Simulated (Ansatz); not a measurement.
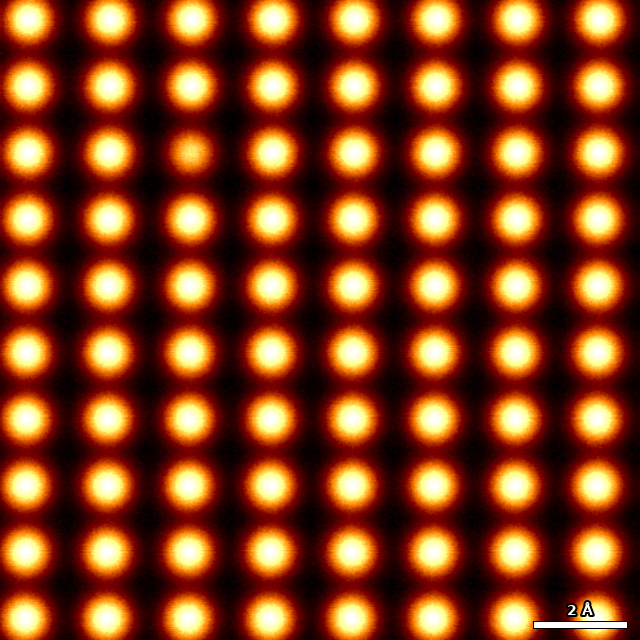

Dark-field STEM-like image of Ru (Pm-3m, No. 221) along [211]. The image is simulated as a sum over atoms of Z^1.8, blurred by a 0.76 Å probe (no channelling). The probe carries 15 % of its weight in a tail 2.5 times as wide. The display is stretched by a gamma of 0.8; percentages refer to the linear signal. Shot noise and a slight drift were added.

The sample is 3 repeats (18.5 Å) thick. One point defect was put into the perfect crystal, without relaxing the atoms around it. Brightness is counted from the darkest point of the image. Host structure: the input geometry of an electronic-structure calculation (not necessarily at equilibrium); the starting structure was generated, so it need not be a known form of this composition.

### Where is the defect (in Å from the left and the top edge), and what does its contrast suggest?

At about 4 Å from the left and 3 Å from the top. The column is dimmer, which points to a vacancy or a lighter atom. The column holds 3 atoms (Ru) through the sample, and one Ru atom is missing, so its peak drops to about 65 % of that of its equals.
